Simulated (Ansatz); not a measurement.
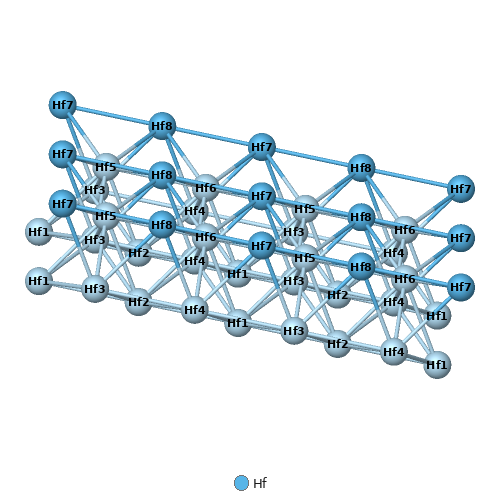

The system is C on a Hf(100) slab cut from the P6_3/mmc phase, its upper half relaxed before the scan (8 atoms of substrate and one adsorbate in a 2 × 1 cell); the picture shows it without the atoms that are moved over the map. 
- C is moved over the surface cell; relaxed at each place: the height of the adsorbate's atoms; substrate rigid; the origin of the map has the adsorbate above Hf7.
- Places are given modulo a cell vector. The map is drawn in real space over the plane of the surface.
- The grid has 8 × 8 points; 25 points were computed and 39 follow by symmetry.
- Places are given in fractions of the 1 × 1 surface cell.
- Energies: eV, counted from the lowest grid point.
- The relaxed height changes by up to 1.0 Å between neighbouring points.
- All numbers below come from DFT PBE, scalar-relativistic, plane waves, PAW in Ansatz 0.2.0. Settings: cutoff 420 eV, k-mesh 4×5×1, gaussian smearing 0.1 eV, no spin polarisation.

Range: position of C9 along the first surface vector from 0.000 to 0.875; position of C9 along the second surface vector from 0.000 to 0.875.

Question: What landscape does the calculation give?

Answer: The lowest grid point is at the trough between two rows of top atoms, (0/8, 4/8) of the cell vectors. The highest grid point, the top site over a surface Hf atom, (0/8, 0/8) of the cell vectors, lies 4.30 eV above the lowest. At the lowest point the adsorbate has 2 Hf at 2.08 Å as nearest neighbours, at the highest 1 Hf at 1.95 Å. Its relaxed height above the top atom is 0.42 Å at the lowest and 1.95 Å at the highest point.

| second ↓, first → | 0/8 | 1/8 | 2/8 | 3/8 | 4/8 | 5/8 | 6/8 | 7/8 |
| --- | --- | --- | --- | --- | --- | --- | --- | --- |
| 7/8 | 4.06 | 3.92 | 3.41 | 2.36 | 1.29 | 2.36 | 3.41 | 3.92 |
| 6/8 | 3.21 | 3.01 | 2.34 | 1.23 | 0.68 | 1.23 | 2.34 | 3.01 |
| 5/8 | 0.21 | 0.63 | 1.40 | 2.02 | 2.24 | 2.02 | 1.40 | 0.63 |
| 4/8 | 0.00 | 0.88 | 2.07 | 2.78 | 2.99 | 2.78 | 2.07 | 0.88 |
| 3/8 | 0.21 | 0.63 | 1.40 | 2.02 | 2.24 | 2.02 | 1.40 | 0.63 |
| 2/8 | 3.21 | 3.01 | 2.34 | 1.23 | 0.68 | 1.23 | 2.34 | 3.01 |
| 1/8 | 4.06 | 3.92 | 3.41 | 2.36 | 1.29 | 2.36 | 3.41 | 3.92 |
| 0/8 | 4.30 | 4.14 | 3.61 | 2.59 | 1.61 | 2.59 | 3.61 | 4.14 |

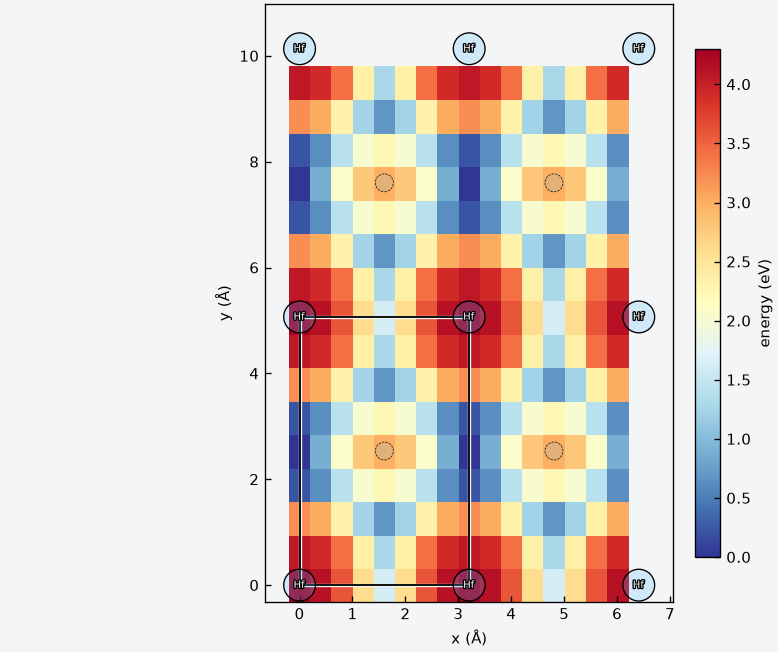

In the figure: one coloured cell a grid point, labelled circles for the atoms of the top layer and small ones for the second layer, the outline of one cell of the 2 × 2 shown.

Time for the 25 points that were run: 18 min on 4 threads of Intel(R) Xeon(R) 6975P-C (Granite Rapids), on a shared host.
